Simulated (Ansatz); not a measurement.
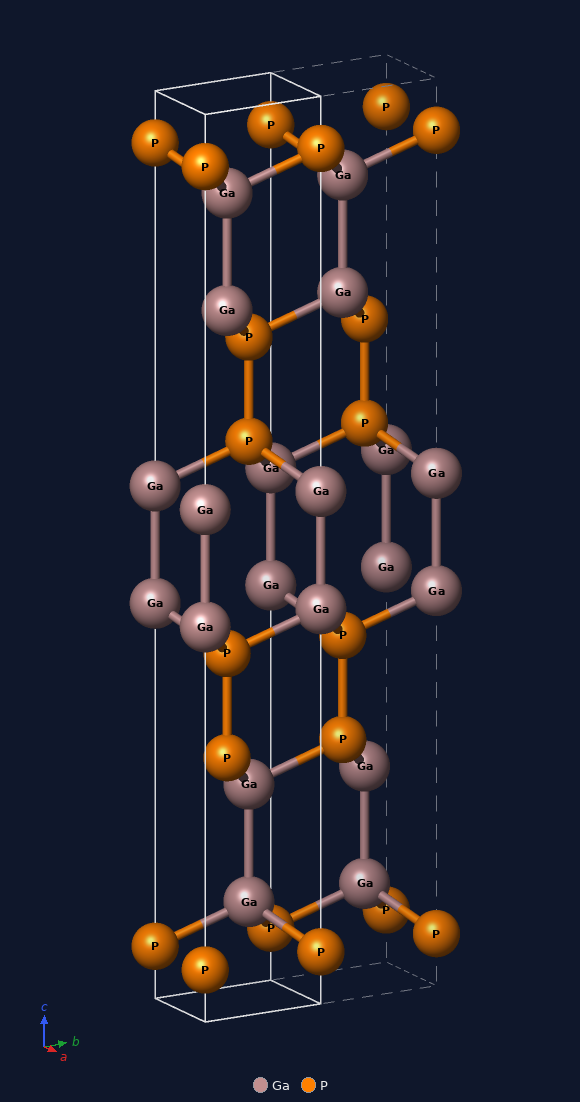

View slightly off an axis, drawn as a ball-and-stick model. The structure is repeated 1×2×1 times; solid lines mark one conventional unit cell. Cell: a = 3.575 Å, b = 3.575 Å, c = 19.292 Å, α = 90.00°, β = 90.00°, γ = 120.00°.

Its composition is GaP. The symmetry is that of R-3m (No. 166), on a rhombohedral (trigonal R) lattice. The cell has 12 atoms, namely 6 Ga, 6 P. About every Ga there are three P and one Ga in a distorted tetrahedral arrangement (about 2.2 Å to P, 2.5 Å to Ga). P is coordinated by three Ga and one P in a tetrahedral arrangement (about 2.2 Å to Ga, 2.2 Å to P). The bonds build a three-dimensional framework.

Its origin is a structure listed in the Materials Project. The cell was then strained or its atoms displaced on purpose. A calculation with Ansatz used it as input.

At this level of theory the cell isn't at rest (compressed, at 14 GPa and forces up to 1.1 eV/Å), so its distances can differ from those at equilibrium, the more so the softer the solid.
